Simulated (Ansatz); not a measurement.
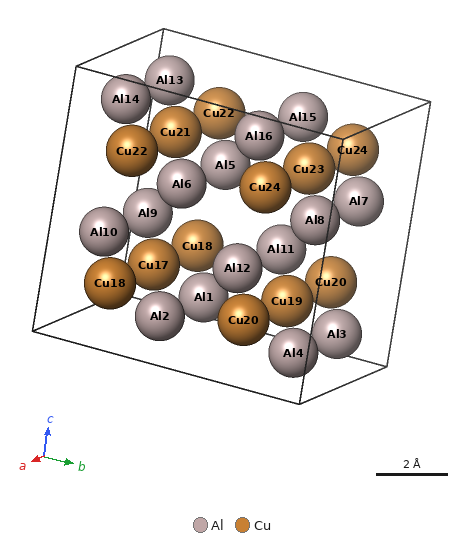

The input geometry (spheres-only view of the cell of the calculation, seen slightly off an axis; atoms are numbered from 1 in the order of the input). An atom can appear more than once, as a periodic image.

Single-point calculation of Al2Cu

System: Al2Cu (24 atoms in the cell).
Method: DFT PBE, scalar-relativistic, plane waves, PAW, no spin polarisation (Ansatz 0.2.0).

The structure derives from a Materials Project entry. It belongs to a series of runs on one base structure; here: the perfect crystal in a cell of 24 atoms. Figures and captions count atoms from 1; the log counts them from 0 in places.

**Output**
```
Engine: ansatz 0.2.0, x86_64-unknown-linux-gnu
Pseudopotentials: kind: paw
Pseudopotential: Al, paw, valence charge 3, recommended cutoff 420 eV (normal), Al.paw.azcp
Pseudopotential: Cu, paw, valence charge 19, recommended cutoff 420 eV (normal), Cu.paw.azcp
Functional definition: PBE
  parameter kappa = 0.804
  parameter beta = 0.06672455060314922
  exchange = pbe_x(kappa = kappa, mu = beta*pi^2/3)
  correlation = pbe_c(beta = beta)
Crystal: 24 atoms, lattice volume = 386.778 Å³
Basis set: ecut = 420 eV, 7631 PW (Γ), exchange–correlation on 120×120×120 points (8 copies of the dense FFT grid, shifted against one another)
Bands: 124, of which v1, the nominal top of the filled ones, is band 100 counted from 1 (99 counted from 0)
Symmetry: 128 space group operations
Space group: I4/mmm (ITA 139), of the structure as read, at distance tolerance 7.3e-5 Å
k-points: 18 of 125
Non-local potential: Al, projectors of the file, l = 0: 2, l = 1: 2, l = 2: 1
Non-local potential: Cu, projectors of the file, l = 0: 3, l = 1: 2, l = 2: 3, l = 3: 1
PAW form: soft (Blöchl's): semilocal exchange-correlation on the pseudo side does not see the compensation charge
PAW one-centre angular grid: Al, 110 points (default); XC on 64 Gauss nodes
PAW one-centre angular grid: Cu, 590 points (default); XC on 64 Gauss nodes
Initial density: superposition of atomic densities (neutral atoms: chi_scale 0, normalization atom), corrected by the library's trained network
Initial wavefunctions: pseudopotential atomic-orbital guess
Functional: x = pbe(κ = 0.804, μ = 0.2195149727645171), c = pbe(β = 0.06672455060314922)
SCF iter   1: F=—  HF=-61605.935552 eV  |F-HF|=—  |Δ(HF+E_count)|=         —  Δρ=1.43e-3  dr2=6.50e-3  ethr=1.77e-3  ⟨swp⟩=7.4  Hψ=9553  notcnv=0  defer=20
preconditioner: auto → Resta (q_TF=auto, 2.444 Å⁻¹)  ε∞=10.7  [insulator: Δε(μ)=0.209 eV  Ē_g=7.058 eV  σ=0.100 eV  W_gap=0.78  n_scr=112 (ndim 8)  ℏωp=22.0 eV  f_vac=0.002  D(μ)=1.95/eV (n_scr^D=8)  ε∞_Penn≈10.7]
SCF iter   2: F=—  HF=-61605.939277 eV  |F-HF|=—  |Δ(HF+E_count)|=   3.72e-3  Δρ=8.47e-4  dr2=2.93e-3  ethr=3.25e-6  ⟨swp⟩=2.1  Hψ=3741  notcnv=0  defer=27
SCF iter   3: F=—  HF=-61605.941268 eV  |F-HF|=—  |Δ(HF+E_count)|=   1.99e-3  Δρ=6.34e-4  dr2=1.29e-3  ethr=1.46e-6  ⟨swp⟩=2.0  Hψ=3117  notcnv=0  defer=27
SCF iter   4: F=—  HF=-61605.941828 eV  |F-HF|=—  |Δ(HF+E_count)|=   5.59e-4  Δρ=1.47e-4  dr2=9.86e-5  ethr=6.46e-7  ⟨swp⟩=2.0  Hψ=3106  notcnv=0  defer=27
SCF iter   5: F=—  HF=-61605.941807 eV  |F-HF|=—  |Δ(HF+E_count)|=   2.05e-5  Δρ=3.98e-5  dr2=6.02e-6  ethr=4.93e-8  ⟨swp⟩=2.0  Hψ=3157  notcnv=0  defer=27
SCF iter   6: F=—  HF=-61605.941806 eV  |F-HF|=—  |Δ(HF+E_count)|=   7.08e-7  Δρ=1.50e-5  dr2=6.74e-7  ethr=3.01e-9  ⟨swp⟩=2.6  Hψ=2935  notcnv=0  defer=27
SCF iter   7: F=-61605.941806 eV  HF=-61605.941806 eV  |F-HF|=7.71e-9  |Δ(HF+E_count)|=   1.37e-7  Δρ=1.11e-6  dr2=5.62e-9  ethr=5.00e-11  ⟨swp⟩=17.8  Hψ=16186  notcnv=0
SCF 1 converged in 7 iterations: F = -61605.941806 eV  dr2 = 5.62e-9
  greatest PAW one-centre occupation: 1.000 electrons in one spin orbital (limit 2), on the Cu atom at site 23 (counted from 0), in its partial waves of l = 0
SCF converged after 7 iterations
Free energy (F): -61605.941806 eV
Harris-Foulkes:  -61605.941806 eV  (|F-HF|=7.71e-9)
Internal energy: -61605.932110 eV  (E = F + TS)
E sigma→0 (E₀):  -61605.936958 eV
Entropy (-TS):   -0.009697 eV (-0.404 meV/atom)
Fermi energy:    9.069694 eV
--- Per-component energies (eV) ---
  E_band       = -3974.527225
  E_kinetic    = 2762.522549
  E_local      = -47364.388246  (includes V_loc(G=0)·N_el)
  E_nonlocal   = 3211.224738
  E_hartree    = 21191.501056
  E_xc         = -1359.961664
  E_vxc        = -1398.573331  (∫ρ·V_xc dr)
  E_paw        = -20722.859655  (= ΣΔE_a)
  E_vpaw       = -3568.309481  (= ΣTr[D̂ρ^β])
  E_aug_tail   = 0.001931  (compensation charges beyond the density's cutoff)
  E_ewald      = -19323.972820
  E_smearing   = -0.009697  (= −TS)
  E_closure    = -0.000000  (closes the sum)
  Σ components = -61605.941806   (vs F -61605.941806, Δ=0.00e0)
--- Forces (eV/Å), atoms counted from 1 ---
  atom   1  Al    -0.00000000    -0.00000000     0.00000000
  atom   2  Al    -0.00000000     0.00000000    -0.00000000
  atom   3  Al     0.00000000     0.00000000    -0.00000000
  atom   4  Al    -0.00000000    -0.00000000     0.00000000
  atom   5  Al     0.00000000    -0.00000000     0.00000000
  atom   6  Al    -0.00000000     0.00000000     0.00000000
  atom   7  Al     0.00000000     0.00000000     0.00000000
  atom   8  Al     0.00000000    -0.00000000     0.00000000
  atom   9  Al     0.00000000     0.00000000    -0.00000000
  atom  10  Al    -0.00000000     0.00000000     0.00000000
  atom  11  Al    -0.00000000     0.00000000    -0.00000000
  atom  12  Al    -0.00000000     0.00000000     0.00000000
  atom  13  Al     0.00000000     0.00000000    -0.00000000
  atom  14  Al    -0.00000000     0.00000000     0.00000000
  atom  15  Al     0.00000000     0.00000000    -0.00000000
  atom  16  Al    -0.00000000     0.00000000     0.00000000
  atom  17  Cu    -0.00000000     0.00000000     0.00000000
  atom  18  Cu     0.00000000     0.00000000     0.00000000
  atom  19  Cu    -0.00000000    -0.00000000    -0.00000000
  atom  20  Cu    -0.00000000    -0.00000000    -0.00000000
  atom  21  Cu    -0.00000000    -0.00000000     0.00000000
  atom  22  Cu    -0.00000000    -0.00000000     0.00000000
  atom  23  Cu    -0.00000000     0.00000000    -0.00000000
  atom  24  Cu    -0.00000000    -0.00000000    -0.00000000
  max |Σ_I F_I| component: 4.60e-17 eV/Å
--- Stress (GPa, compression-positive) ---
        0.052412      -0.000000       0.000000
        0.000000       0.052412       0.000000
       -0.000000      -0.000000       0.066492
  P = ⅓ Tr σ = 0.0571 GPa (0.571 kbar)
--- Band table (eV; the first three rows and the last of 18) ---
  k-point 0: bands = ["-104.6942", "-104.6942", "-104.6942", "-104.6942", "-104.6942", "-104.6942", "-104.6942", "-104.6942", "-62.0387", "-62.0387", "-62.0387", "-62.0387", "-62.0387", "-62.0387", "-62.0386", "-62.0386", "-62.0386", "-62.0386", "-62.0386", "-62.0386", "-62.0386", "-62.0386", "-62.0386", "-62.0386", "-62.0386", "-62.0386", "-62.0386", "-62.0385", "-62.0385", "-62.0385", "-62.0385", "-62.0385", "-1.0248", "1.7189", "1.7189", "1.7189", "1.7189", "2.6466", "2.6466", "2.6466", "2.6466", "2.9903", "2.9903", "2.9916", "3.3421", "3.3421", "3.3424", "4.0512", "4.0516", "4.0516", "4.6423", "4.6424", "4.6424", "4.7874", "4.7874", "4.7874", "4.7874", "4.7875", "4.7875", "4.7875", "4.7875", "5.1425", "5.1425", "5.1427", "5.1427", "5.1427", "5.1427", "5.2010", "5.2012", "5.2336", "5.2336", "5.2336", "5.2336", "5.2634", "5.2634", "5.2634", "5.2634", "5.2634", "5.2634", "5.2634", "5.2634", "5.3578", "5.3579", "5.3579", "5.4494", "5.4494", "5.4497", "7.1463", "7.1463", "7.1466", "7.1466", "7.1473", "7.1473", "9.4046", "9.4059", "9.4059", "9.7060", "9.7060", "9.7060", "9.7060", "9.7069", "9.7069", "9.7069", "9.7069", "10.6654", "10.6660", "10.6660", "11.9844", "11.9856", "11.9856", "11.9949", "11.9949", "11.9957", "12.0102", "12.0102", "12.0102", "12.0102", "12.0107", "12.0107", "12.0107", "12.0107", "12.7718", "12.7718", "12.7718"]
  k-point 1: bands = ["-104.6942", "-104.6942", "-104.6942", "-104.6942", "-104.6942", "-104.6942", "-104.6942", "-104.6942", "-62.0387", "-62.0387", "-62.0387", "-62.0387", "-62.0387", "-62.0387", "-62.0386", "-62.0386", "-62.0386", "-62.0386", "-62.0386", "-62.0386", "-62.0386", "-62.0386", "-62.0386", "-62.0386", "-62.0386", "-62.0386", "-62.0386", "-62.0385", "-62.0385", "-62.0385", "-62.0385", "-62.0385", "-0.8922", "1.0023", "1.7022", "1.7022", "1.7023", "2.4802", "2.4802", "2.4809", "2.8666", "2.8667", "2.8667", "3.3973", "3.9456", "3.9456", "3.9461", "4.0255", "4.0258", "4.0258", "4.5961", "4.6630", "4.6631", "4.7642", "4.7642", "4.7643", "4.7831", "4.7832", "4.8152", "4.8152", "4.8152", "5.1073", "5.1073", "5.1073", "5.1570", "5.1570", "5.1570", "5.1959", "5.1961", "5.2352", "5.2352", "5.2352", "5.2427", "5.2427", "5.2608", "5.2608", "5.2608", "5.2658", "5.2658", "5.2658", "5.3290", "5.3291", "5.3291", "5.4478", "5.4478", "5.4482", "5.4724", "6.7396", "6.7401", "6.7401", "7.3254", "7.3261", "7.3261", "8.8731", "8.8731", "8.8740", "9.2522", "9.2529", "9.2529", "9.7969", "9.7981", "9.7981", "9.8140", "9.8148", "10.0003", "11.1953", "11.1960", "11.1960", "11.2139", "11.2140", "11.4763", "11.4769", "11.4769", "12.1597", "12.1603", "12.6249", "12.6452", "12.6456", "12.6456", "12.6851", "12.8521", "12.8523", "13.6067", "13.6067"]
  k-point 2: bands = ["-104.6942", "-104.6942", "-104.6942", "-104.6942", "-104.6942", "-104.6942", "-104.6942", "-104.6942", "-62.0387", "-62.0387", "-62.0387", "-62.0387", "-62.0387", "-62.0387", "-62.0386", "-62.0386", "-62.0386", "-62.0386", "-62.0386", "-62.0386", "-62.0386", "-62.0386", "-62.0386", "-62.0386", "-62.0386", "-62.0386", "-62.0386", "-62.0386", "-62.0385", "-62.0385", "-62.0385", "-62.0385", "-0.4976", "0.1470", "1.7673", "1.7673", "1.7677", "2.0200", "2.0200", "2.0206", "3.3594", "3.3597", "3.3597", "3.8195", "3.8199", "3.8199", "4.1242", "4.4487", "4.5156", "4.5156", "4.5159", "4.6982", "4.6982", "4.6983", "4.7130", "4.7131", "4.7609", "4.7609", "4.8944", "4.8945", "4.8945", "5.0074", "5.0074", "5.0074", "5.1902", "5.1904", "5.2023", "5.2023", "5.2024", "5.2056", "5.2057", "5.2393", "5.2393", "5.2394", "5.2660", "5.2661", "5.2661", "5.2740", "5.2741", "5.2741", "5.2923", "5.2923", "5.2923", "5.3661", "5.3661", "5.3662", "6.4078", "6.6481", "6.6481", "6.6485", "7.5601", "7.5601", "7.5610", "7.8036", "7.8043", "7.8043", "8.0311", "8.4846", "8.4852", "8.4852", "10.1190", "10.1197", "10.2563", "10.2574", "10.2574", "10.5896", "10.5900", "10.7813", "10.7822", "10.7822", "12.5929", "12.5932", "12.5935", "12.5964", "12.7301", "12.7311", "12.7311", "13.1439", "13.1445", "13.9485", "13.9489", "13.9489", "14.2321", "14.7254"]
  k-point 17: bands = ["-104.6942", "-104.6942", "-104.6942", "-104.6942", "-104.6942", "-104.6942", "-104.6942", "-104.6942", "-62.0387", "-62.0387", "-62.0387", "-62.0387", "-62.0387", "-62.0387", "-62.0387", "-62.0387", "-62.0386", "-62.0386", "-62.0386", "-62.0386", "-62.0386", "-62.0386", "-62.0386", "-62.0386", "-62.0386", "-62.0386", "-62.0386", "-62.0386", "-62.0386", "-62.0386", "-62.0386", "-62.0386", "-0.3203", "0.5472", "1.1504", "1.1504", "1.1504", "1.1504", "3.3871", "3.3871", "3.7293", "3.7293", "3.8498", "3.8498", "3.8498", "3.8498", "3.8903", "3.8903", "4.2562", "4.4395", "4.5952", "4.5952", "4.6614", "4.6614", "4.6614", "4.6614", "4.7532", "4.7532", "4.8926", "4.8926", "4.8997", "4.8997", "4.8997", "4.8997", "4.9035", "5.0754", "5.1333", "5.1333", "5.1333", "5.1333", "5.1427", "5.1427", "5.2419", "5.2419", "5.2419", "5.2419", "5.2550", "5.3035", "5.3866", "5.3866", "5.4084", "5.4084", "5.8516", "5.8516", "5.8599", "5.8599", "5.8599", "5.8599", "6.7423", "6.7423", "7.0520", "7.0520", "7.0520", "7.0520", "7.5891", "8.1098", "8.1098", "9.1298", "9.1298", "9.4702", "9.4702", "9.4702", "9.4702", "9.6215", "9.8148", "10.3785", "11.2803", "11.5243", "11.5243", "11.5243", "11.5243", "12.1255", "12.1255", "12.2123", "13.2406", "13.2406", "13.2406", "13.2406", "13.2844", "13.2844", "14.2527", "14.2527", "14.6246", "14.6246"]
```

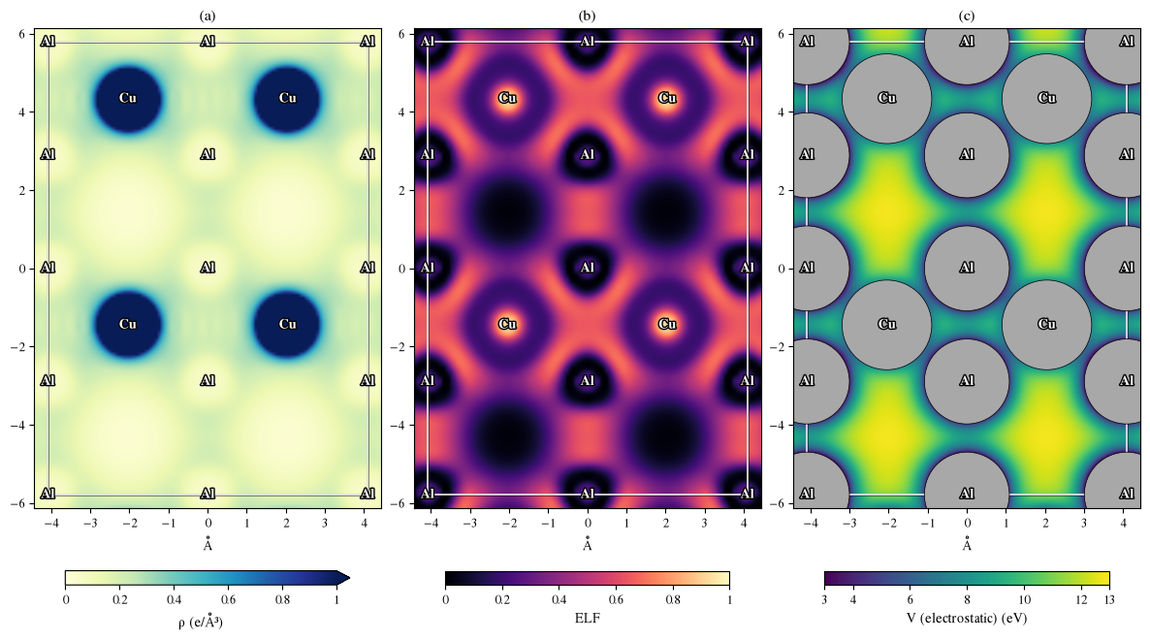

(a) valence charge density (pseudo); (b) electron localisation function; (c) electrostatic potential energy of an electron on the (011) plane of the calculation cell. Grey discs, where drawn, cover atomic cores. Al–Cu (2.50 Å): the density is about 0.31 e/Å³ at the midpoint; the ELF peaks at about 0.70 between the atoms. Away from the nuclei the density in this plane falls to 0.03 e/Å³ at its lowest. The strong features right at Cu lie inside the PAW spheres (semicore, d or f shells) and say nothing about bonding. Outside the cores the potential energy rises away from the atoms and is highest about 2.5 Å from the nearest atoms; outside the discs it spans about 9 eV, and its zero is arbitrary. Core electrons are frozen (PAW), so the fields are smoothed inside the atomic spheres.

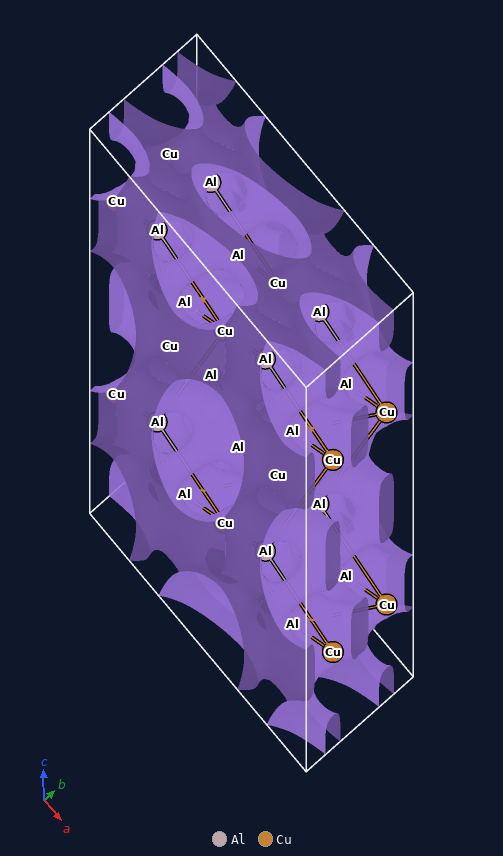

Isosurface of the electron localisation function at 0.5 (purple), seen slightly off an axis. Core shells and regions of very low density are left out. Sticks mark near contacts. The outline is the calculation cell. Profiles from the grid: Al–Cu (2.50 Å): the ELF peaks at about 0.70 between the atoms.

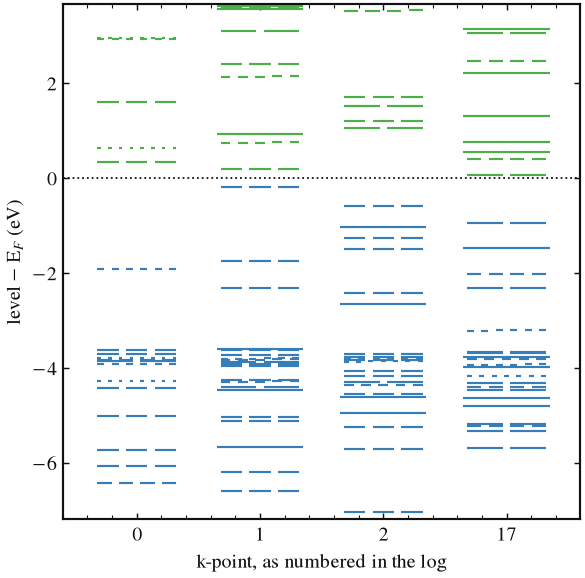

Kohn–Sham levels near the Fermi level (dotted) at the few k-points that the log prints; levels within 0.02 eV of each other stand side by side. The system is metallic on the full mesh.

The run was set up as follows.

**Input file**
```yaml
crystal:
  lattice:
    - [-4.0892560482, -4.0892560482, 5.7824626523]
    - [-4.0892560482, 4.0892560482, -5.7824626523]
    - [4.0892560482, -4.0892560482, -5.7824626523]
  atoms:
    - { symbol: Al, position: [0.25, 0.375, 0.125] }
    - { symbol: Al, position: [0.75, 0.375, 0.125] }
    - { symbol: Al, position: [0.25, 0.875, 0.125] }
    - { symbol: Al, position: [0.75, 0.875, 0.125] }
    - { symbol: Al, position: [0.25, 0.375, 0.625] }
    - { symbol: Al, position: [0.75, 0.375, 0.625] }
    - { symbol: Al, position: [0.25, 0.875, 0.625] }
    - { symbol: Al, position: [0.75, 0.875, 0.625] }
    - { symbol: Al, position: [0.25, 0.125, 0.375] }
    - { symbol: Al, position: [0.75, 0.125, 0.375] }
    - { symbol: Al, position: [0.25, 0.625, 0.375] }
    - { symbol: Al, position: [0.75, 0.625, 0.375] }
    - { symbol: Al, position: [0.25, 0.125, 0.875] }
    - { symbol: Al, position: [0.75, 0.125, 0.875] }
    - { symbol: Al, position: [0.25, 0.625, 0.875] }
    - { symbol: Al, position: [0.75, 0.625, 0.875] }
    - { symbol: Cu, position: [0.5, 0.25, 0.25] }
    - { symbol: Cu, position: [1.0, 0.25, 0.25] }
    - { symbol: Cu, position: [0.5, 0.75, 0.25] }
    - { symbol: Cu, position: [1.0, 0.75, 0.25] }
    - { symbol: Cu, position: [0.5, 0.25, 0.75] }
    - { symbol: Cu, position: [1.0, 0.25, 0.75] }
    - { symbol: Cu, position: [0.5, 0.75, 0.75] }
    - { symbol: Cu, position: [1.0, 0.75, 0.75] }
basis:
  ecutwfc: 420
  xc_grid: 2
kpoints:
  mp_grid: { grid: [5, 5, 5], shift: [0.0, 0.0, 0.0] }
hamiltonian:
  xc: pbe
scf:
  occupations: { method: gaussian, width: 0.1 }
output:
  forces: true
  stress: true
  eigenvalues: true
  write_density: true
  write_potential: true
  elf: true
  volumetric_format: npy
```

Command:
```bash
ansatz run input.yaml --threads 4 --pin off --max-ram 10240MiB --backend cpu --events-out ev --progress --plain --runs-dir out
```

**Key numbers**

```json
{"quantity": "outcome", "value": "converged"}
{"quantity": "space group (tolerance 0.01 Å)", "value": "Fm-3m (225)"}
{"quantity": "electrons treated", "value": "200"}
{"quantity": "free energy", "value": "−61605.9418 eV"}
{"quantity": "Fermi energy", "value": "9.070 eV"}
{"quantity": "gap on the k-point mesh", "value": "none (metallic)"}
{"quantity": "pressure", "value": "0.06 GPa"}
{"quantity": "largest force (length of the vector)", "value": "under 0.001 eV/Å"}
{"quantity": "hardware", "value": "4 threads of AMD EPYC (Zen 3), 32 GiB of memory available, shared host"}
{"quantity": "wall time", "value": "32 s (CPU time 2 min)"}
{"quantity": "peak memory", "value": "1.7 GiB"}
```
